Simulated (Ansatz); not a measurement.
## Electronic structure of Mg5O in real space

Input file:

```
crystal:
  lattice:
    - [-1.5564989195, 1.5564989195, 11.3306134542]
    - [1.5564989195, -1.5564989195, 11.3306134542]
    - [1.5564989195, 1.5564989195, -11.3306134542]
  atoms:
    - { symbol: Mg, position: [0.4005484142, 0.4005484142, 0.0] }
    - { symbol: Mg, position: [0.5994515858, 0.5994515858, 0.0] }
    - { symbol: Mg, position: [0.0, 0.0, 0.0] }
    - { symbol: Mg, position: [0.1980934441, 0.1980934441, 0.0] }
    - { symbol: Mg, position: [0.8019065559, 0.8019065559, 0.0] }
    - { symbol: O, position: [0.5, 0.5, 0.0] }
basis:
  ecutwfc: 420
kpoints:
  mp_grid: { grid: [14, 14, 14] }
hamiltonian:
  xc: pbe
scf:
  occupations: { method: gaussian, width: 0.1 }
output:
  forces: true
  stress: true
  eigenvalues: true
  write_density: true
  write_potential: true
  elf: true
  volumetric_format: npy
relax:
  adjacent_minimum: "off"
  f_tol: 0.01
  max_steps: 80
  cell: { stress_tol: 0.05 }
```

Run with:

```sh
ansatz run input.yaml --threads 1 --pin off --max-ram 2560MiB --backend cpu --events-out ev --progress --plain --runs-dir out
```

Below, planes, directions and counts refer to the conventional cell (a = 3.11 Å, b = 3.11 Å, c = 22.71 Å, α = 90.00°, β = 90.00°, γ = 90.00°).

The fields are those of the relaxed geometry.

Space group I4/mmm; a generated structure, not necessarily the stable one.

The calculation used DFT PBE, scalar-relativistic, plane waves, PAW in Ansatz.

The density is the valence pseudo-density of a PAW calculation; it isn't the true density close to the nuclei.

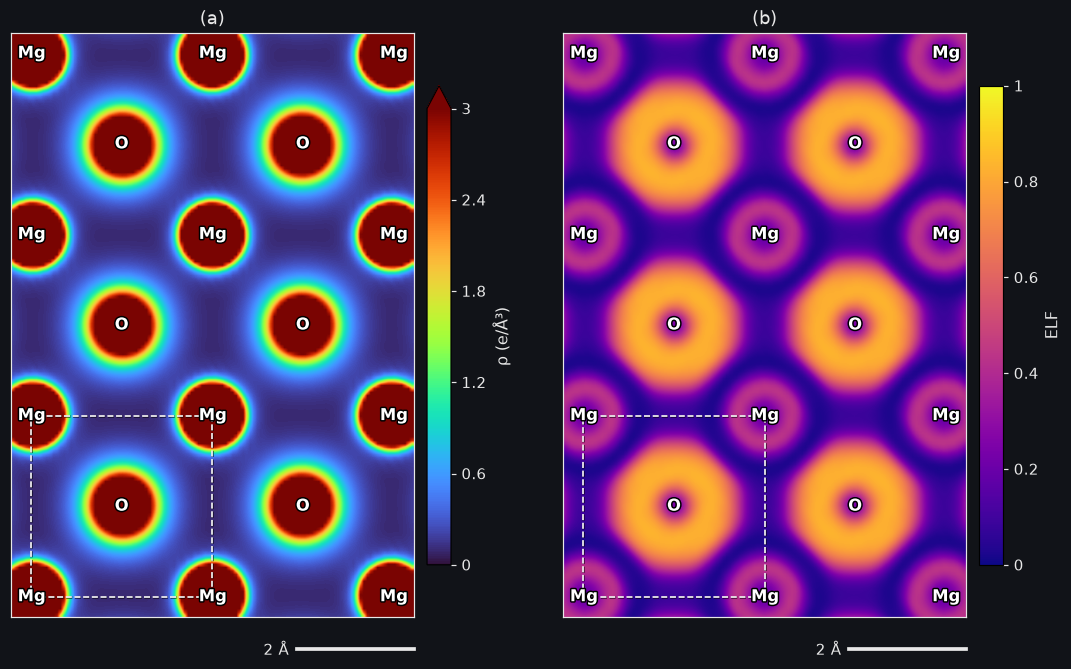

Figure 1. (a) valence electron density; (b) ELF on the (001) plane of the conventional cell.

Question: Read the bonding off the picture.

Answer: The section cuts through Mg and O sites.
Mg–O (2.20 Å): the density is about 0.28 e/Å³ at the midpoint; the ELF peaks at about 0.85 in the valence shell of O, 0.6 Å from its nucleus, and is about 0.30 at the midpoint.
Between the atoms the lowest density in this plane is 0.1 e/Å³.

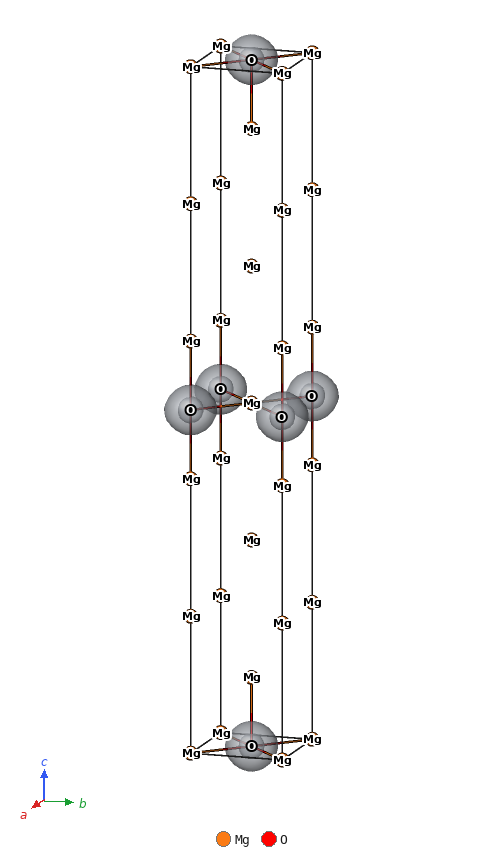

Figure 2. Isosurface of the electron localisation function at 0.75 (grey), seen slightly off an axis. Only the valence region is drawn (cores and ρ < 0.01 e/Å³ removed). Sticks mark near contacts.

Question: Where are the electrons localised?

Answer: The surface consists of two regions wrapped around O (the valence shell of each), counted in one cell of 12 atoms. Any copies at cell faces, edges or corners count once. Profiles from the grid: Mg–O (2.28 Å): the ELF peaks at about 0.80 in the valence shell of O, 0.6 Å from its nucleus, and is about 0.30 at the midpoint (no localised pair shows between them).

Question: Does the calculation make it a metal, or give it a gap?

Answer: It is metallic or semimetallic at this level of theory: no gap opens.
